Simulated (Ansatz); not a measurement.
## Single-point calculation of Ni (part 2 of 3)

Ni (62 atoms in the cell); DFT PBE, scalar-relativistic, plane waves, PAW, spin-polarised (Ansatz 0.2.0); cutoff 420 eV, 3×3×3 k-mesh, Gaussian smearing of 0.1 eV, collinear spins. The structure derives from a Materials Project entry. It belongs to a series of runs on one base structure; here: the perfect crystal in a cell of 62 atoms.

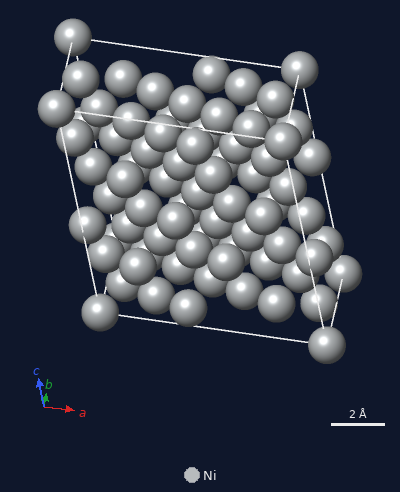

**Figure 1.** The structure (spheres-only view of the cell of the calculation, seen at an oblique angle).

Output, continued:
```
  k-point 1 ↑: bands = ["-85.5178", "-85.5121", "-85.5046", "-85.5044", "-85.5026", "-85.5024", "-85.5007", "-85.5005", "-85.4974", "-85.4969", ... 488 levels left out ..., "16.9119", "16.9161", "16.9189", "16.9221", "16.9343", "17.0021", "17.0103", "17.0157", "17.0357", "17.0722", "17.0786", "17.0982", "17.1036", "17.1235", "17.1309", "17.1348", "17.1407", "17.1741", "17.1850", "17.2063", "17.2066", "17.2078", "17.2147", "17.2269", "17.2274", "17.2578", "17.2666", "17.3148", "17.3210",
      "17.3239", "17.3321", "17.3420", "17.3437", "17.3453", "17.3489", "17.3545", "17.3748", "17.3771", "17.3816", "17.4002", "17.4022", "17.4125", "17.4176", "17.4188", "17.4204", "17.4235", "17.4259", "17.4337", "17.4489", "17.4553", "17.4625", "17.4786", "17.4860", "17.4955", "17.5206", "17.5325", "17.5343", "17.5366", "17.5393", "17.5442", "17.5444", "17.5445", "17.5610", "17.5671", "17.5672", "17.5703", "17.5749", "17.5894", "17.5929",
      "17.6186", "17.6270", "17.6272", "17.6419", "17.6461", "17.7489", "17.9353", "17.9792", "17.9796", "18.0075", "18.0608", "18.2329", "18.2546", "18.4183", "18.4597", "18.5674", "18.7344", "18.8551", "18.9070", "18.9836", "19.1344", "19.3922", "19.5293", "19.6059", "19.8172", "19.8178", "20.1855", "20.4919", "20.5111", "20.5121", "20.5678", "20.6404", "20.6923", "20.7495", "20.8644", "20.8957", "21.2692", "21.2890", "21.3864", "21.4657",
      "21.4791", "21.5365", "21.6082", "22.0792", "22.2671", "22.3701", "22.5630", "22.5802", "22.6527", "22.8637", "23.1747", "23.4373", "24.0857", "24.0978", "24.4871", "24.5269", "24.5517", "24.5591", "24.6366", "24.8849", "24.9724", "25.2210", "25.2576", "25.3674", "25.3980", "25.5151", "25.6241", "25.6376", "25.6479", "25.6853", "25.8004", "25.9904", "26.3776", "26.3800", "26.4754", "26.5969", "26.6375", "26.7077", "27.0770", "27.3157",
      "27.3179", "27.4953", "27.5789", "27.7818", "28.0422", "28.2296", "28.3295", "28.3975", "28.5690", "28.6197", "28.7053", "28.7310", "28.8036", "28.8351", "29.1515", "29.4266", "29.4627", "29.7075", "29.8656", "29.9548", "29.9935", "30.0888", "30.2111", "30.2131", "30.2225", "30.2382", "30.3124", "30.3628", "30.4029", "30.4151", "30.4259", "30.4292", "30.4626", "30.5225", "30.6081", "30.6586", "30.7959", "30.8692", "30.9158", "31.0833",
      "31.1465", "31.2294", "31.4012", "31.4203", "31.6590", "31.7498", "31.7556", "31.8065", "31.8407", "31.9073", "31.9927"]
  k-point 2 ↑: bands = ["-85.5150", "-85.5121", "-85.5120", "-85.5045", "-85.5030", "-85.5009", "-85.5004", "-85.4991", "-85.4974", "-85.4972", ... 488 levels left out ..., "16.9290", "16.9310", "16.9389", "16.9703", "16.9783", "16.9880", "16.9951", "17.0237", "17.0514", "17.0562", "17.0569", "17.0680", "17.0796", "17.0830", "17.1059", "17.1339", "17.1468", "17.1504", "17.1521", "17.1699", "17.2030", "17.2211", "17.2461", "17.2474", "17.2484", "17.2509", "17.2552", "17.2607", "17.2624",
      "17.2886", "17.2991", "17.3089", "17.3178", "17.3269", "17.3402", "17.3966", "17.4032", "17.4165", "17.4171", "17.4198", "17.4328", "17.4333", "17.4463", "17.4466", "17.4467", "17.4522", "17.4785", "17.4818", "17.4848", "17.4856", "17.4891", "17.4925", "17.4979", "17.5006", "17.5020", "17.5066", "17.5067", "17.5338", "17.5342", "17.5391", "17.5399", "17.5418", "17.5544", "17.5608", "17.5635", "17.5700", "17.5720", "17.5866", "17.5895",
      "17.5928", "17.6118", "17.6213", "17.6260", "17.6335", "17.6404", "17.6412", "17.6458", "17.7944", "17.8258", "17.8396", "18.0869", "18.1822", "18.6386", "18.6620", "18.8827", "18.9881", "19.0191", "19.0527", "19.0648", "19.6331", "19.6710", "19.7037", "19.7052", "19.7077", "19.7432", "19.8646", "19.8690", "19.8950", "19.9770", "20.0947", "20.4424", "20.4806", "20.7748", "20.9418", "21.0563", "21.0978", "21.1535", "21.2883", "21.4991",
      "21.8261", "21.8343", "21.9175", "21.9725", "22.3418", "22.4514", "22.6048", "22.6134", "22.8218", "22.9817", "23.1048", "23.7989", "24.0757", "24.1882", "24.2513", "24.4160", "24.4301", "24.5112", "24.8737", "24.8815", "24.9301", "25.2641", "25.2851", "25.3064", "25.3147", "25.4418", "26.1241", "26.1660", "26.2249", "26.3614", "26.5870", "26.7187", "26.9009", "26.9382", "27.0089", "27.1232", "27.2101", "27.2453", "27.2550", "27.2709",
      "27.3459", "27.6183", "27.6927", "27.7485", "27.7799", "27.7836", "27.7971", "28.0594", "28.0861", "28.1371", "28.1640", "28.1907", "28.1958", "28.2335", "28.2811", "28.3011", "29.0617", "29.1121", "29.1188", "29.2121", "29.2450", "29.5055", "29.5856", "29.6670", "29.8118", "29.8504", "29.8675", "30.0651", "30.0854", "30.3801", "30.3856", "30.4232", "30.4402", "30.5273", "30.7879", "30.8811", "30.9765", "30.9979", "31.0556", "31.0844",
      "31.1934", "31.2589", "31.3894", "31.4744", "31.4766", "31.6501", "31.9057", "31.9115", "31.9308", "32.0277", "32.1907"]
  k-point 5 ↓: bands = ["-84.6555", "-84.6501", "-84.6500", "-84.6476", "-84.6475", "-84.6455", "-84.6431", "-84.6397", "-84.6362", "-84.6349", ... 488 levels left out ..., "17.6249", "17.6277", "17.6294", "17.6361", "17.6418", "17.6637", "17.6787", "17.6920", "17.6927", "17.7104", "17.7413", "17.7449", "17.7832", "17.7921", "17.8500", "17.8556", "17.8574", "17.8771", "17.9040", "17.9097", "17.9225", "17.9270", "17.9417", "17.9910", "17.9918", "17.9920", "17.9991", "18.0004", "18.0266",
      "18.0332", "18.0383", "18.0591", "18.0899", "18.0914", "18.1009", "18.1011", "18.1059", "18.1216", "18.1278", "18.1280", "18.1487", "18.1723", "18.1742", "18.1799", "18.1977", "18.2404", "18.2448", "18.2477", "18.2708", "18.2744", "18.2907", "18.2909", "18.3093", "18.3171", "18.3231", "18.3251", "18.3258", "18.3373", "18.3392", "18.3448", "18.3591", "18.3620", "18.3764", "18.4136", "18.4667", "18.4897", "18.4957", "18.5069", "18.5160",
      "18.5177", "18.5215", "18.5331", "18.5384", "18.5390", "18.6293", "18.6421", "18.6909", "18.7366", "18.7832", "18.8349", "18.9988", "19.0201", "19.0398", "19.1372", "19.1442", "19.1866", "19.2545", "19.3244", "19.4630", "19.4770", "19.4814", "19.5324", "19.5368", "19.7661", "19.8112", "19.9028", "20.0240", "20.4517", "20.5246", "20.6769", "20.7633", "20.9049", "20.9748", "21.1138", "21.2038", "21.4225", "21.5890", "21.7625", "21.7810",
      "22.4303", "22.6910", "22.7241", "22.9708", "23.0461", "23.1027", "23.1030", "23.4485", "23.5861", "23.8323", "23.8673", "24.2520", "24.4216", "24.6187", "24.7148", "24.8148", "24.8882", "25.0520", "25.1032", "25.1656", "25.1840", "25.2654", "25.4598", "25.5068", "25.5326", "25.5335", "25.6035", "25.7806", "26.0096", "26.0955", "26.3091", "26.5033", "26.7649", "27.0559", "27.0743", "27.0883", "27.1575", "27.2347", "27.5402", "27.7028",
      "27.7176", "27.7428", "27.7429", "27.7612", "27.8950", "28.2442", "28.3558", "28.4230", "28.4387", "28.4885", "28.4909", "28.5988", "28.6763", "28.7727", "28.7961", "28.9496", "29.0025", "29.0189", "29.0301", "29.0473", "29.0773", "29.2553", "29.6122", "29.6678", "29.6945", "29.7103", "29.7189", "29.8533", "30.0811", "30.1311", "30.2974", "30.3601", "30.4790", "30.7651", "30.8848", "30.9550", "30.9972", "31.0285", "31.3060", "31.3896",
      "31.3940", "31.4002", "31.5946", "31.6309", "31.6341", "31.8305", "31.9450", "31.9960", "32.0560", "32.0797", "32.1341"]
--- Löwdin populations: 62 sites ---
  site symbol       q [e]    m [muB]
     0     Ni     17.7782     0.6749
     1     Ni     17.7782     0.6749
     2     Ni     17.7782     0.6749
     3     Ni     17.7782     0.6749
     4     Ni     17.7782     0.6749
     5     Ni     17.7782     0.6749
     6     Ni     17.7782     0.6749
     7     Ni     17.7782     0.6749
     8     Ni     17.7782     0.6749
     9     Ni     17.7782     0.6749
    10     Ni     17.7782     0.6749
    11     Ni     17.7782     0.6749
    12     Ni     17.7782     0.6749
    13     Ni     17.7782     0.6749
    14     Ni     17.7782     0.6749
    15     Ni     17.7782     0.6749
    16     Ni     17.7782     0.6749
    17     Ni     17.7782     0.6749
    18     Ni     17.7782     0.6749
    19     Ni     17.7782     0.6749
    20     Ni     17.7782     0.6749
    21     Ni     17.7782     0.6749
    22     Ni     17.7782     0.6749
    23     Ni     17.7782     0.6749
    24     Ni     17.7782     0.6749
    25     Ni     17.7782     0.6749
    26     Ni     17.7782     0.6749
    27     Ni     17.7782     0.6749
    28     Ni     17.7782     0.6749
    29     Ni     17.7782     0.6749
    30     Ni     17.7782     0.6749
    31     Ni     17.7782     0.6749
    32     Ni     17.7782     0.6749
    33     Ni     17.7782     0.6749
    34     Ni     17.7782     0.6749
    35     Ni     17.7782     0.6749
    36     Ni     17.7782     0.6749
    37     Ni     17.7782     0.6749
    38     Ni     17.7782     0.6749
    39     Ni     17.7782     0.6749
    40     Ni     17.7782     0.6749
    41     Ni     17.7782     0.6749
    42     Ni     17.7782     0.6749
    43     Ni     17.7782     0.6749
    44     Ni     17.7782     0.6749
    45     Ni     17.7782     0.6749
    46     Ni     17.7782     0.6749
    47     Ni     17.7782     0.6749
    48     Ni     17.7782     0.6749
    49     Ni     17.7782     0.6749
    50     Ni     17.7782     0.6749
    51     Ni     17.7782     0.6749
    52     Ni     17.7782     0.6749
    53     Ni     17.7782     0.6749
    54     Ni     17.7782     0.6749
    55     Ni     17.7782     0.6749
    56     Ni     17.7782     0.6749
    57     Ni     17.7782     0.6749
    58     Ni     17.7782     0.6749
    59     Ni     17.7782     0.6749
    60     Ni     17.7782     0.6749
    61     Ni     17.7782     0.6749
  spilling = 0.012323 (of n_electrons = 1116.000000)
```

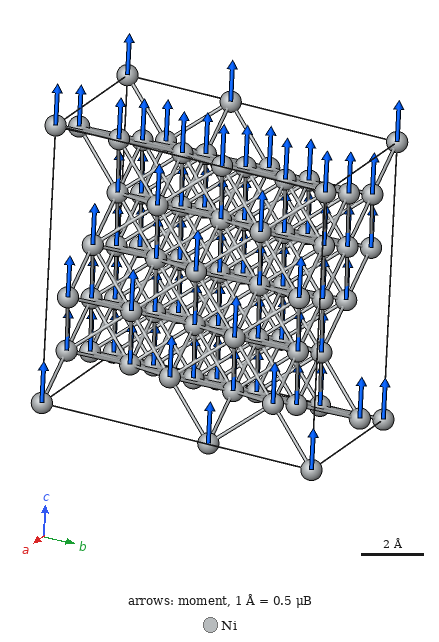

**Figure 2.** Magnetic moments of the sites as blue arrows (ball-and-stick view of the cell of the calculation, seen slightly off an axis); small moments hardly show. The run is collinear, so the axis drawn is arbitrary. Site moments: all 62 Ni atoms (0.68 μB). They are counted near the atoms and needn't add up to the moment of the cell. Atoms are counted from 1 in the order of the input.

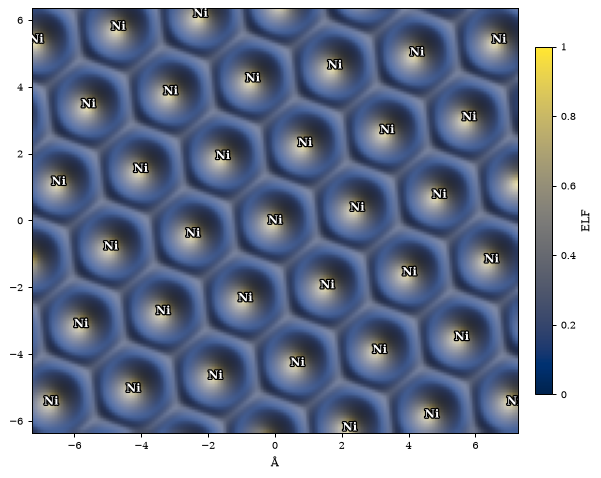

**Figure 3.** Electron localisation function on the (111) plane of the calculation cell. Atoms in the plane: Ni. Ni–Ni (2.49 Å): the ELF is about 0.25 at the midpoint; no localised pair between them. The strong features right at Ni lie inside the PAW spheres (semicore, d or f shells) and say nothing about bonding. Core electrons are frozen (PAW), so the fields are smoothed inside the atomic spheres.

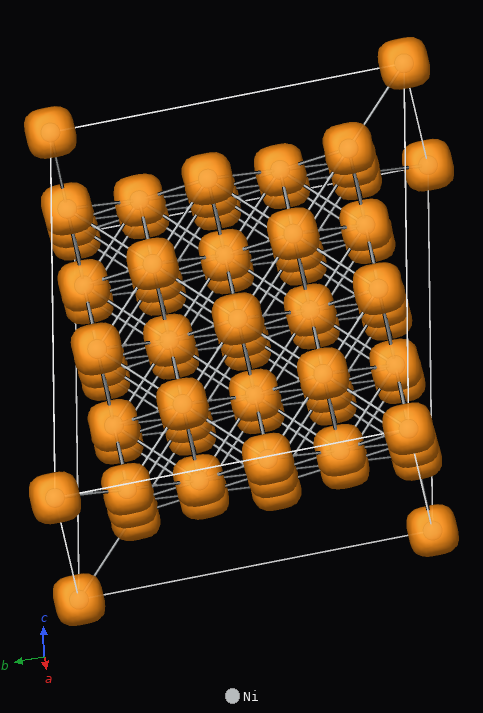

**Figure 4.** Isosurface of the spin density at +0.1 e/Å³ (orange), seen at an oblique angle. Sticks mark near contacts. The outline is the calculation cell. The cell of the calculation (62 atoms) carries 40.0 μB net.

This output came from the following input.

Input:
```yaml
crystal:
  lattice:
    - [0.0, -8.7961989847, 1.7592397969]
    - [-8.7961989847, 1.7592397969, 0.0]
    - [1.7592397969, 0.0, -8.7961989847]
  atoms:
    - { symbol: Ni, position: [0.8387096774, 0.1935483871, 0.9677419355], spin: 0.75 }
    - { symbol: Ni, position: [0.9193548387, 0.5967741935, 0.9838709677], spin: 0.75 }
    - { symbol: Ni, position: [0.6774193548, 0.3870967742, 0.935483871], spin: 0.75 }
    - { symbol: Ni, position: [0.435483871, 0.1774193548, 0.8870967742], spin: 0.75 }
    - { symbol: Ni, position: [0.8709677419, 0.3548387097, 0.7741935484], spin: 0.75 }
    - { symbol: Ni, position: [0.6290322581, 0.1451612903, 0.7258064516], spin: 0.75 }
    - { symbol: Ni, position: [0.8225806452, 0.1129032258, 0.564516129], spin: 0.75 }
    - { symbol: Ni, position: [0.7580645161, 0.7903225806, 0.9516129032], spin: 0.75 }
    - { symbol: Ni, position: [0.5161290323, 0.5806451613, 0.9032258065], spin: 0.75 }
    - { symbol: Ni, position: [0.2741935484, 0.3709677419, 0.8548387097], spin: 0.75 }
    - { symbol: Ni, position: [0.0322580645, 0.1612903226, 0.8064516129], spin: 0.75 }
    - { symbol: Ni, position: [0.9516129032, 0.7580645161, 0.7903225806], spin: 0.75 }
    - { symbol: Ni, position: [0.7096774194, 0.5483870968, 0.7419354839], spin: 0.75 }
    - { symbol: Ni, position: [0.4677419355, 0.3387096774, 0.6935483871], spin: 0.75 }
    - { symbol: Ni, position: [0.2258064516, 0.1290322581, 0.6451612903], spin: 0.75 }
    - { symbol: Ni, position: [0.9032258065, 0.5161290323, 0.5806451613], spin: 0.75 }
    - { symbol: Ni, position: [0.6612903226, 0.3064516129, 0.5322580645], spin: 0.75 }
    - { symbol: Ni, position: [0.4193548387, 0.0967741935, 0.4838709677], spin: 0.75 }
    - { symbol: Ni, position: [0.8548387097, 0.2741935484, 0.3709677419], spin: 0.75 }
    - { symbol: Ni, position: [0.6129032258, 0.064516129, 0.3225806452], spin: 0.75 }
    - { symbol: Ni, position: [0.8064516129, 0.0322580645, 0.1612903226], spin: 0.75 }
    - { symbol: Ni, position: [0.5967741935, 0.9838709677, 0.9193548387], spin: 0.75 }
    - { symbol: Ni, position: [0.3548387097, 0.7741935484, 0.8709677419], spin: 0.75 }
    - { symbol: Ni, position: [0.1129032258, 0.564516129, 0.8225806452], spin: 0.75 }
    - { symbol: Ni, position: [0.7903225806, 0.9516129032, 0.7580645161], spin: 0.75 }
    - { symbol: Ni, position: [0.5483870968, 0.7419354839, 0.7096774194], spin: 0.75 }
    - { symbol: Ni, position: [0.3064516129, 0.5322580645, 0.6612903226], spin: 0.75 }
    - { symbol: Ni, position: [0.064516129, 0.3225806452, 0.6129032258], spin: 0.75 }
    - { symbol: Ni, position: [0.9838709677, 0.9193548387, 0.5967741935], spin: 0.75 }
    - { symbol: Ni, position: [0.7419354839, 0.7096774194, 0.5483870968], spin: 0.75 }
    - { symbol: Ni, position: [0.5, 0.5, 0.5], spin: 0.75 }
    - { symbol: Ni, position: [0.2580645161, 0.2903225806, 0.4516129032], spin: 0.75 }
    - { symbol: Ni, position: [0.0161290323, 0.0806451613, 0.4032258065], spin: 0.75 }
    - { symbol: Ni, position: [0.935483871, 0.6774193548, 0.3870967742], spin: 0.75 }
    - { symbol: Ni, position: [0.6935483871, 0.4677419355, 0.3387096774], spin: 0.75 }
    - { symbol: Ni, position: [0.4516129032, 0.2580645161, 0.2903225806], spin: 0.75 }
    - { symbol: Ni, position: [0.2096774194, 0.0483870968, 0.2419354839], spin: 0.75 }
    - { symbol: Ni, position: [0.8870967742, 0.435483871, 0.1774193548], spin: 0.75 }
    - { symbol: Ni, position: [0.6451612903, 0.2258064516, 0.1290322581], spin: 0.75 }
    - { symbol: Ni, position: [0.4032258065, 0.0161290323, 0.0806451613], spin: 0.75 }
    - { symbol: Ni, position: [0.1935483871, 0.9677419355, 0.8387096774], spin: 0.75 }
    - { symbol: Ni, position: [0.3870967742, 0.935483871, 0.6774193548], spin: 0.75 }
    - { symbol: Ni, position: [0.1451612903, 0.7258064516, 0.6290322581], spin: 0.75 }
    - { symbol: Ni, position: [0.5806451613, 0.9032258065, 0.5161290323], spin: 0.75 }
    - { symbol: Ni, position: [0.3387096774, 0.6935483871, 0.4677419355], spin: 0.75 }
    - { symbol: Ni, position: [0.0967741935, 0.4838709677, 0.4193548387], spin: 0.75 }
    - { symbol: Ni, position: [0.7741935484, 0.8709677419, 0.3548387097], spin: 0.75 }
    - { symbol: Ni, position: [0.5322580645, 0.6612903226, 0.3064516129], spin: 0.75 }
    - { symbol: Ni, position: [0.2903225806, 0.4516129032, 0.2580645161], spin: 0.75 }
    - { symbol: Ni, position: [0.0483870968, 0.2419354839, 0.2096774194], spin: 0.75 }
    - { symbol: Ni, position: [0.9677419355, 0.8387096774, 0.1935483871], spin: 0.75 }
    - { symbol: Ni, position: [0.7258064516, 0.6290322581, 0.1451612903], spin: 0.75 }
    - { symbol: Ni, position: [0.4838709677, 0.4193548387, 0.0967741935], spin: 0.75 }
    - { symbol: Ni, position: [0.2419354839, 0.2096774194, 0.0483870968], spin: 0.75 }
    - { symbol: Ni, position: [0.0, 0.0, 0.0], spin: 0.75 }
    - { symbol: Ni, position: [0.1774193548, 0.8870967742, 0.435483871], spin: 0.75 }
    - { symbol: Ni, position: [0.3709677419, 0.8548387097, 0.2741935484], spin: 0.75 }
    - { symbol: Ni, position: [0.1290322581, 0.6451612903, 0.2258064516], spin: 0.75 }
    - { symbol: Ni, position: [0.564516129, 0.8225806452, 0.1129032258], spin: 0.75 }
    - { symbol: Ni, position: [0.3225806452, 0.6129032258, 0.064516129], spin: 0.75 }
    - { symbol: Ni, position: [0.0806451613, 0.4032258065, 0.0161290323], spin: 0.75 }
    - { symbol: Ni, position: [0.1612903226, 0.8064516129, 0.0322580645], spin: 0.75 }
basis:
  ecutwfc: 420
  xc_grid: 2
kpoints:
  mp_grid: { grid: [3, 3, 3], shift: [0.0, 0.0, 0.0] }
hamiltonian:
  xc: pbe
scf:
  occupations: { method: gaussian, width: 0.1 }
output:
  forces: true
  stress: true
  eigenvalues: true
  populations: true
  write_density: true
  write_potential: true
  elf: true
  volumetric_format: npy
magnetization:
  spin_polarized: true
```

Command:
```bash
ansatz run input.yaml --threads 8 --pin off --max-ram 20480MiB --backend cpu --events-out ev --progress --plain --runs-dir out
```
